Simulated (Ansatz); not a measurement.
**Run report: Ru, geometry relaxation (part 2 of 2)**

Continued. System: Ru (P6₃/mmc, 2 atoms in the cell). Method: DFT PBE, scalar-relativistic, plane waves, PAW, no spin polarisation (Ansatz 0.2.0); cutoff 420 eV, 18×18×10 k-mesh, Gaussian smearing of 0.1 eV. The structure derives from a Materials Project entry. It belongs to a series of runs on one base structure; here: relaxed at 15 GPa.

Geometry of the input (Å; fractional positions):
```
2.6793  0.0000  0.0000
-1.3397  2.3203  0.0000
0.0000  0.0000  4.2372
Ru 0.3333  0.6667  0.2500
Ru 0.6667  0.3333  0.7500
```

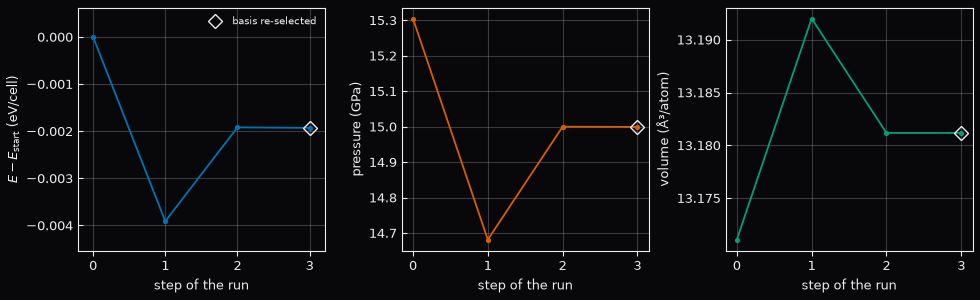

Progress of the relaxation, step by step (the first geometry is step 0 here and step 1 in the log). After 2 geometry steps the energy has fallen by 1.9 meV per cell of the calculation. All forces vanish by symmetry, so only the cell relaxes. Pressure: 15.30 GPa at the start and 15.00 GPa at the end. The atoms keep their places relative to the cell (all moves are under 0.005 Å). A last SCF at the same geometry on a re-selected plane-wave basis shifts the energy by next to nothing (0.0 meV per cell of the calculation).

```
basis re-selected at this cell: Δ(F+E_penalty+E_count) = -1.087e-5 eV, ΔP = -0.001 GPa vs the last step (what re-selecting the basis moved, of the pressure what is left beyond the Pulay correction that the steps carried, after the strain that the cell walked since its last selection, with what the two solves' SCF thresholds leave and, on support functions, any second-order correction that the steps lacked; it is no measure of the basis error at this ecutwfc). This SCF's stress stands 2.92e-3 GPa from its target on what of the cell is left free (relax.cell.stress_tol is 8.00e-2 GPa) and its largest allowed force component is 3.93e-17 eV/Å (relax.f_tol is 8.00e-3 eV/Å): within both
SCF converged after 7 iterations
Free energy (F): -11757.327952 eV
Harris-Foulkes:  -11757.327952 eV  (|F-HF|=1.82e-12)
Internal energy: -11757.319236 eV  (E = F + TS)
E sigma→0 (E₀):  -11757.323594 eV
Entropy (-TS):   -0.008716 eV (-4.358 meV/atom)
Fermi energy:    24.382065 eV
--- Per-component energies (eV) ---
  E_band       = -81.159304
  E_kinetic    = 1031.546411
  E_local      = -2454.074551  (includes V_loc(G=0)·N_el)
  E_nonlocal   = 686.175589
  E_hartree    = 789.434019
  E_xc         = -382.399765
  E_vxc        = -480.231927  (∫ρ·V_xc dr)
  E_paw        = -6921.571133  (= ΣΔE_a)
  E_vpaw       = -443.442453  (= ΣTr[D̂ρ^β])
  E_aug_tail   = -0.000410  (compensation charges beyond the density's cutoff)
  E_ewald      = -4506.429397
  E_smearing   = -0.008716  (= −TS)
  E_closure    = -0.000000  (closes the sum)
  Σ components = -11757.327952   (vs F -11757.327952, Δ=0.00e0)
--- Forces (eV/Å), atoms counted from 1 ---
  atom   1  Ru    -0.00000000     0.00000000     0.00000000
  atom   2  Ru     0.00000000    -0.00000000     0.00000000
  max |Σ_I F_I| component: 4.63e-18 eV/Å
--- Stress (GPa, compression-positive) ---
       15.000261       0.000000       0.000000
        0.000000      15.000261       0.000000
        0.000000       0.000000      14.997078
  P = ⅓ Tr σ = 14.9992 GPa (149.992 kbar)
--- Band table (eV; the first three rows and the last of 222) ---
  k-point 0: bands = ["-48.8082", "-48.5762", "-19.3534", "-18.3219", "-18.3219", "-18.1353", "-18.1353", "-18.0902", "16.2299", "17.9489", "21.6714", "21.6714", "21.8565", "22.3871", "22.3871", "22.9374", "22.9374", "25.6273", "25.6273", "25.7149"]
  k-point 1: bands = ["-48.8026", "-48.5820", "-19.3239", "-18.3174", "-18.3174", "-18.1400", "-18.1400", "-18.1228", "16.3457", "17.9892", "21.6000", "21.6000", "21.7979", "22.3171", "22.3171", "23.1013", "23.1013", "25.3314", "25.6357", "25.6357"]
  k-point 2: bands = ["-48.7864", "-48.5987", "-19.2380", "-18.3042", "-18.3042", "-18.2167", "-18.1533", "-18.1533", "16.6792", "18.0985", "21.4744", "21.4744", "21.6422", "22.1349", "22.1349", "23.4954", "23.4954", "24.3942", "25.6290", "25.6290"]
  k-point 221: bands = ["-48.5571", "-48.5571", "-19.0880", "-19.0880", "-18.7997", "-18.7997", "-18.3068", "-18.3068", "19.4952", "19.4952", "20.1013", "20.1013", "21.5748", "21.5748", "23.1427", "23.1427", "25.6761", "25.6761", "33.1075", "33.1075"]
--- Relaxed structure (3 steps of the walk, 3 accepted, 1 SCFs on fresh bases) ---
  F+E_penalty+E_count = -11757.32795196 eV   max|allowed force component| = 3.932e-17 eV/Å   (the final SCF, on the basis selected at the relaxed cell)
  cell:  # Å, volume = 26.3623 Å³
    - [2.6792723832952685, 2.8867210191443203e-11, 0.0]
    - [-1.339636191672634, 2.3203179475773466, 0.0]
    - [0.0, 0.0, 4.240525849355553]
  atoms:
    - { symbol: Ru, position: [0.3333333333333333, 0.6666666666666666, 0.24999999999999997] }
    - { symbol: Ru, position: [0.6666666666666666, 0.3333333333333333, 0.75] }
```

Trajectory as extended XYZ (Å, eV, eV/Å), 4 frames, from step=1 to step=4:
```
2
Lattice="2.6793 0.0000 0.0000 -1.3397 2.3203 0.0000 0.0000 0.0000 4.2372" Properties=species:S:1:pos:R:3:forces:R:3 step=1 energy=-11757.32602 pressure_GPa=15.30
Ru    0.0000    1.5469    1.0593    0.0000   0.0000   0.0000
Ru    1.3397    0.7734    3.1779    0.0000   0.0000   0.0000
2
Lattice="2.6797 0.0000 0.0000 -1.3398 2.3207 0.0000 0.0000 0.0000 4.2428" Properties=species:S:1:pos:R:3:forces:R:3 step=2 energy=-11757.32993 pressure_GPa=14.68
Ru    0.0000    1.5471    1.0607    0.0000   0.0000   0.0000
Ru    1.3398    0.7736    3.1821    0.0000   0.0000   0.0000
2
Lattice="2.6793 0.0000 0.0000 -1.3396 2.3203 0.0000 0.0000 0.0000 4.2405" Properties=species:S:1:pos:R:3:forces:R:3 step=3 energy=-11757.32794 pressure_GPa=15.00
Ru    0.0000    1.5469    1.0601    0.0000   0.0000   0.0000
Ru    1.3396    0.7734    3.1804    0.0000   0.0000   0.0000
2
Lattice="2.6793 0.0000 0.0000 -1.3396 2.3203 0.0000 0.0000 0.0000 4.2405" Properties=species:S:1:pos:R:3:forces:R:3 step=4 energy=-11757.32795 pressure_GPa=15.00
Ru    0.0000    1.5469    1.0601    0.0000   0.0000   0.0000
Ru    1.3396    0.7734    3.1804    0.0000   0.0000   0.0000
```

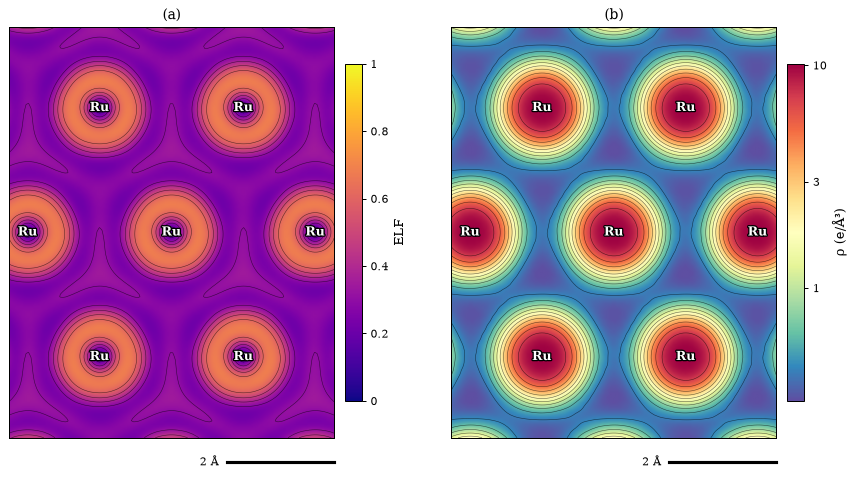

(a) electron localisation function; (b) valence charge density (pseudo) on the (001) plane of the conventional cell. Ru–Ru (2.68 Å): ρ is about 0.41 e/Å³ halfway; the ELF is about 0.30 at the midpoint; no shared electron pair. Away from the nuclei the density in this plane falls to 0.31 e/Å³ at its lowest. The strong features right at Ru lie inside the PAW spheres (semicore, d or f shells) and say nothing about bonding. The fields are those of the smooth PAW valence density.

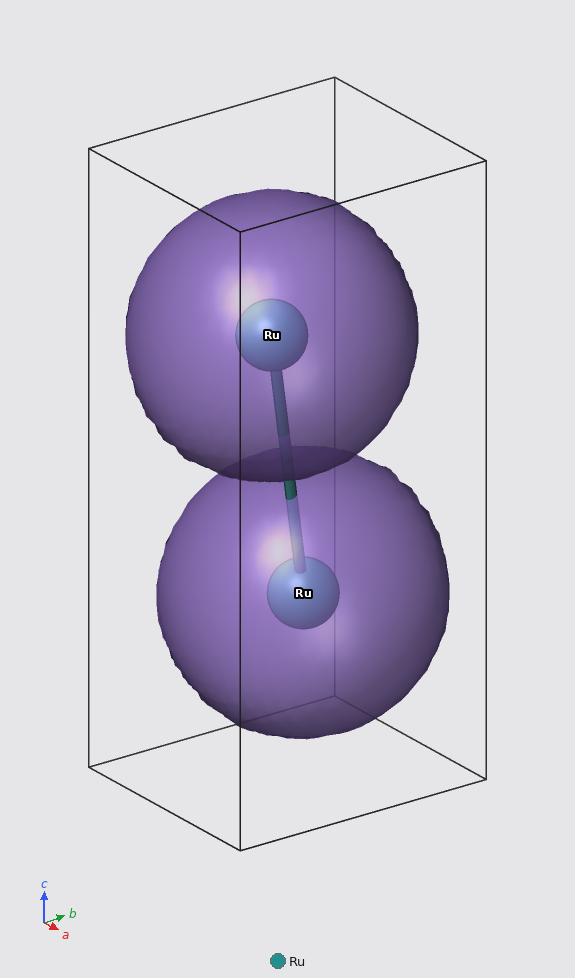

Isosurface of the valence pseudo-density at 0.8 e/Å³ (purple), seen slightly off an axis. Sticks mark near contacts. The outline is the cell set on symmetry axes. At this value the density breaks into separate islands; it holds about 75 % of the electrons treated as valence (semicore included). It is pinched off along the Ru–Ru (2.62 Å) and Ru–Ru (2.68 Å) contacts. On the grid the lowest density along these lines, outside the cores, is 0.45 e/Å³ (Ru–Ru, 2.62 Å) and 0.41 e/Å³ (Ru–Ru, 2.68 Å).

Results in brief:

| quantity | value |
| --- | --- |
| outcome | converged |
| space group (tolerance 0.01 Å) | P6₃/mmc (194) |
| electrons treated | 32 |
| free energy | −11757.3280 eV |
| Fermi energy | 24.382 eV |
| gap on the k-point mesh | none (metallic) |
| pressure | 15.00 GPa |
| final volume | 26.36 Å³ |
| largest force (length of the vector) at the end | under 0.001 eV/Å |
| final cell | a = 2.679 Å, b = 2.679 Å, c = 4.241 Å, α = 90.00°, β = 90.00°, γ = 120.00° |
| hardware | 1 thread of Intel Xeon (Sapphire Rapids), 64 GiB of memory available, shared host |
| wall time | 20 s |
| peak memory | 0.42 GiB |

The cell was relaxed to the target pressure of the input; what is minimised is then the enthalpy E + pV.
